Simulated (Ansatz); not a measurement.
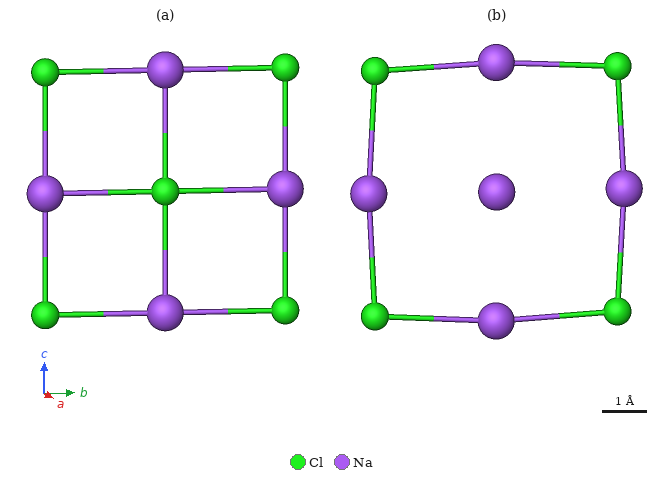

Left: perfect NaCl. Right: the same region with one point defect, after relaxing the atoms in a supercell of 64 sites. A ball-and-stick model of the atoms within 5.4 Å of one point, in a slice 3.4 Å thick across the line of sight, seen slightly off an axis.

All numbers below come from DFT, PBEsol, PAW, plane waves (Ansatz). (plane-wave cutoff 420 eV; k-point mesh 1 × 1 × 1; mesh shifted by (0.25, 0.25, 0.25); no spin polarisation) Fermi-Dirac smearing of 0.01 eV. The axes drawn are those of the host's conventional cell.

What kind of defect was made?

Answer. A chlorine atom is replaced by sodium.

The charge state of the cell is 0.

What does the relaxation do around it?

Answer. In the host the Cl atom has 6 Na at 2.80 Å; the Na atom ends with 6 Na at 2.97 to 2.99 Å. Of the host's atoms, a sodium atom moves furthest from its site, by 0.19 Å.
